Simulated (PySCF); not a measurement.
Consider C4H10N (charge +1).

```xyz
15

C     1.0568   -0.7112    0.0574
C     0.9853    0.8230   -0.0244
C    -0.5110    1.1550   -0.1380
N    -1.1815   -0.1612   -0.3374
C    -0.3575   -1.1259    0.4366
H     1.7861   -1.0486    0.7881
H     1.3306   -1.1383   -0.9072
H     1.4064    1.2817    0.8670
H     1.5459    1.1941   -0.8791
H    -0.7373    1.8291   -0.9627
H    -0.8835    1.5976    0.7859
H    -1.1383   -0.4159   -1.3304
H    -2.1653   -0.1471   -0.0528
H    -0.5982   -2.1550    0.1749
H    -0.5429   -0.9693    1.5001
```

Geometry: GFN2-xTB.

The calculation used PySCF 2.14.0, PBE0/pcSseg-1, SCF density, gas phase, non-relativistic.

Predict the electron density and electron localisation function between the atoms.

Answer. C–C (1.54 Å): ρ at the midpoint is about 1.6 e/Å³; the ELF peaks at about 0.95 between the atoms (a covalent bond).

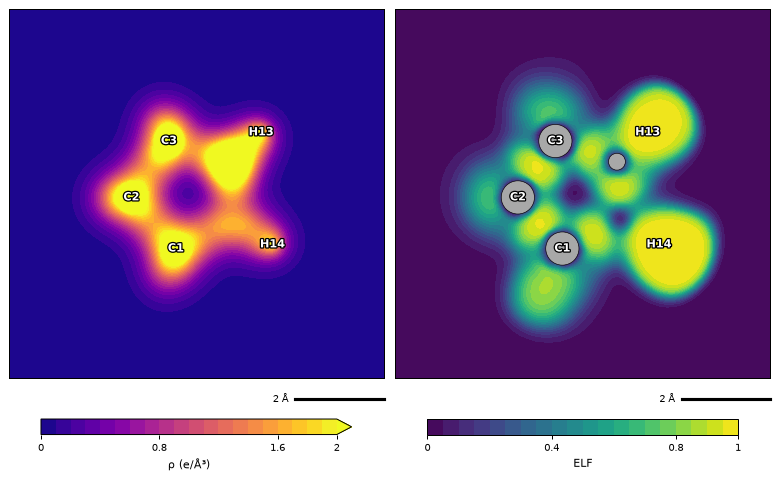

Computed electron density and electron localisation function on the plane of atoms C1, C2 and C3, in this order. Grey discs cover the atomic cores in the ELF map. 
